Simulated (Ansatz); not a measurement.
## A series of single points on Bi

System: Bi (1 atom in the cell).
Method: DFT, PBEsol, plane waves (420 eV) with PAW, scalar-relativistic, no spin polarisation (Ansatz 0.2.0).

The 7 runs differ only in the geometry, by an even scaling of the cell at fixed fractional positions.

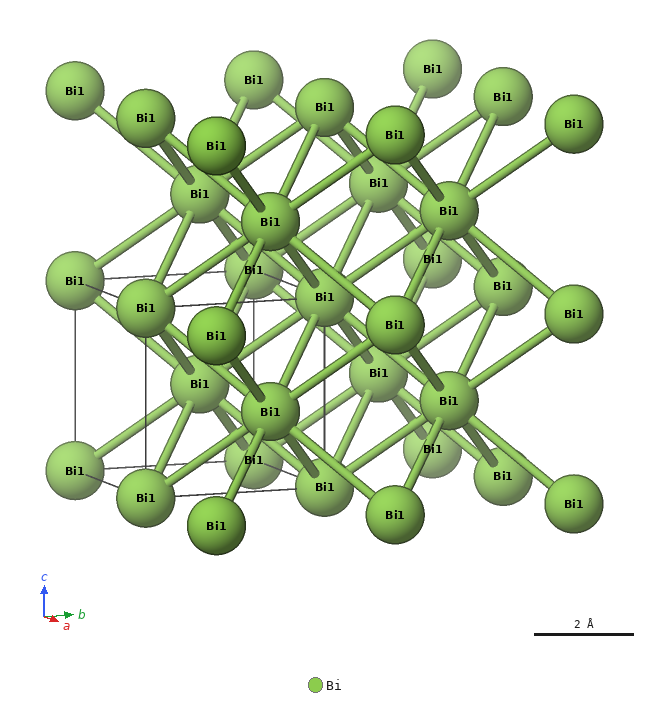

Figure 1. The structure of run 4 (ball-and-stick view of the cell 2 times as large as that of the calculation, set on its symmetry axes, repeated 2 × 2 × 2, seen slightly off an axis; atoms are numbered from 1 in the order of the input).

**Input of run 4**
```yaml
crystal:
  lattice:
    - [-1.9594876911, 1.9594876911, 1.9594876911]
    - [1.9594876911, -1.9594876911, 1.9594876911]
    - [1.9594876911, 1.9594876911, -1.9594876911]
  atoms:
    - { symbol: Bi, position: [0.0, 0.0, 0.0] }
hamiltonian:
  xc: pbesol
  pseudopotentials:
    kind: paw
    azcp:
      Bi: "pseudopotentials/Bi.paw.azcp"
basis:
  ecutwfc: 420
  fft_grid_basis: typed
kpoints:
  mp_grid: { grid: [13, 13, 13], shift: [0, 0, 0] }
magnetization:
  spin_polarized: false
scf:
  occupations: { method: fermi_dirac, width: 0.1 }
  lower_state_search: "off"
output:
  stress: true
```

Command:
```bash
ansatz run input.yaml --threads 2 --pin off --max-ram 5120MiB --backend cpu --events-out ev --progress --plain --runs-dir out
```

Run 2 differs from it as follows:
```diff
-    - [-1.9594876911, 1.9594876911, 1.9594876911]
-    - [1.9594876911, -1.9594876911, 1.9594876911]
-    - [1.9594876911, 1.9594876911, -1.9594876911]
+    - [-1.9057758335, 1.9057758335, 1.9057758335]
+    - [1.9057758335, -1.9057758335, 1.9057758335]
+    - [1.9057758335, 1.9057758335, -1.9057758335]
```

**Results, with one run withheld**

```csv
run,volume per atom (Å³),"free energy per atom, from the lowest run given (meV)",pressure (GPa)
1,26.483,101.34,10.13
2,27.687,?,?
3,28.891,9.58,2.65
4,30.095,0.00,−0.01
5,31.298,8.46,−2.17
6,32.502,31.50,−3.91
7,33.706,66.27,−5.30
```

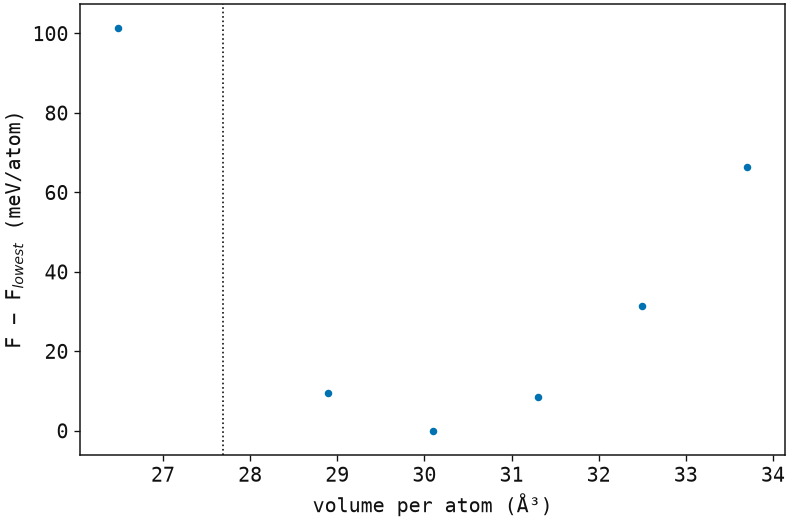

Figure 2. Free energy per atom of the runs given; the dotted line marks run 2.

What should run 2 give?

A cubic polynomial in V^(−2/3) (the Birch–Murnaghan form), fitted to the 6 runs given, misses them by at most 0.01 meV per atom. With x = V^(−2/3) − 0.10281 Å⁻², it reads F = 0.378 − 1325.8 x + 1.1794e+06 x² + 2.0953e+06 x³ (meV per atom). At run 2 it gives 41.53 meV per atom, and the run itself gives 41.50. The slope of the fit gives a pressure −dF/dV of 5.97 GPa there, and the run prints 5.96 GPa. The fit has its minimum at 30.088 Å³ per atom, where V d²F/dV² gives 59.8 GPa: the bulk modulus at this level, since symmetry fixes the shape and the positions.

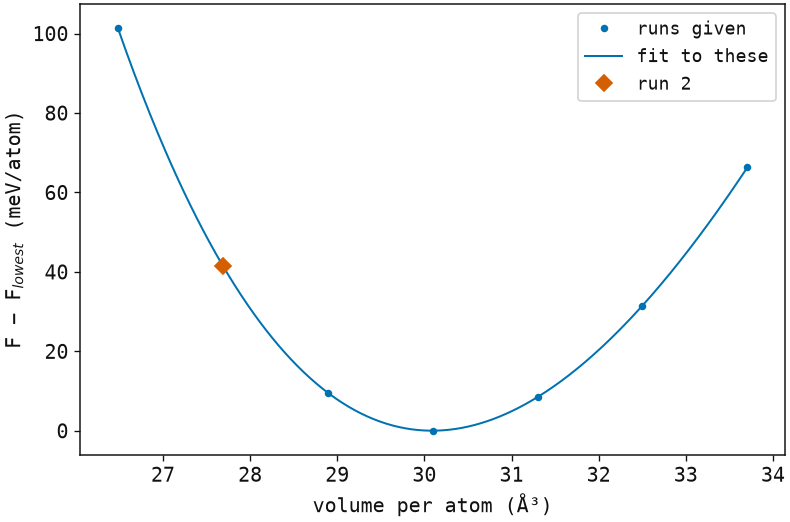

Figure 3. The fit and the withheld run.

**Output, shortened to warnings, some set-up lines, iterations and results (run 2)**
```
Warning: [file] the record states the generating functional pbe (its physics header spells it `PBE`), which answers neither for hamiltonian.xc's functional nor for the pbesol family's — results may be inconsistent (PPs are generated against a specific XC)
Basis set: ecut = 420 eV, 555 PW (Γ)
Symmetry: 48 space group operations
k-points: 84 of 2197
Initial density: superposition of atomic densities (neutral atoms: chi_scale 0, normalization atom), corrected by the library's trained network
[...]
SCF iter   1: F=—  HF=-12241.889131 eV  |F-HF|=—  |Δ(HF+E_count)|=         —  Δρ=1.08e-3  dr2=1.85e-4  ethr=1.77e-3  ⟨swp⟩=5.0  Hψ=5708  notcnv=0
SCF iter   2: F=—  HF=-12241.888513 eV  |F-HF|=—  |Δ(HF+E_count)|=   6.19e-4  Δρ=7.64e-4  dr2=1.08e-4  ethr=1.23e-6  ⟨swp⟩=2.6  Hψ=2385  notcnv=0
SCF iter   3: F=—  HF=-12241.888516 eV  |F-HF|=—  |Δ(HF+E_count)|=   3.80e-6  Δρ=5.01e-4  dr2=4.58e-5  ethr=7.22e-7  ⟨swp⟩=2.0  Hψ=1627  notcnv=0
SCF iter   4: F=—  HF=-12241.888510 eV  |F-HF|=—  |Δ(HF+E_count)|=   6.14e-6  Δρ=1.77e-4  dr2=5.21e-6  ethr=3.05e-7  ⟨swp⟩=2.7  Hψ=1757  notcnv=0
SCF iter   5: F=—  HF=-12241.888507 eV  |F-HF|=—  |Δ(HF+E_count)|=   3.60e-6  Δρ=2.75e-5  dr2=1.13e-7  ethr=3.47e-8  ⟨swp⟩=2.0  Hψ=1617  notcnv=0
SCF iter   6: F=-12241.888507 eV  HF=-12241.888507 eV  |F-HF|=2.51e-10  |Δ(HF+E_count)|=   7.41e-8  Δρ=2.34e-6  dr2=6.62e-10  ethr=6.67e-10  ⟨swp⟩=5.0  Hψ=3389  notcnv=0
SCF 1 converged in 6 iterations: F = -12241.888507 eV  dr2 = 6.62e-10
SCF converged after 6 iterations
Free energy (F): -12241.888507 eV
Harris-Foulkes:  -12241.888507 eV  (|F-HF|=2.51e-10)
Internal energy: -12241.864808 eV  (E = F + TS)
E sigma→0 (E₀):  -12241.876657 eV
Entropy (-TS):   -0.023698 eV (-23.698 meV/atom)
Fermi energy:    13.544124 eV
--- Per-component energies (eV) ---
  E_band       = -56.011440
  E_kinetic    = 304.288640
  E_local      = -1311.825630  (includes V_loc(G=0)·N_el)
  E_nonlocal   = 562.010784
  E_hartree    = 411.072764
  E_xc         = -151.359580
  E_vxc        = -145.566213  (∫ρ·V_xc dr)
  E_paw        = -10509.418496  (= ΣΔE_a)
  E_vpaw       = -287.063689  (= ΣTr[D̂ρ^β])
  E_aug_tail   = -0.000458  (compensation charges beyond the density's cutoff)
  E_ewald      = -1546.722584
  E_core_change = 0.089752  (= ΣΔE_core)
  E_smearing   = -0.023698  (= −TS)
  E_closure    = -0.000000  (closes the sum)
  Σ components = -12241.888507   (vs F -12241.888507, Δ=0.00e0)
--- Stress (GPa, compression-positive) ---
        5.964866      -0.000000      -0.000000
       -0.000000       5.964866       0.000000
       -0.000000      -0.000000       5.964866
  P = ⅓ Tr σ = 5.9649 GPa (59.649 kbar)
```

Warnings of the run: the PAW datasets were made with another functional. Spin–orbit coupling is left out, which matters for Bi.
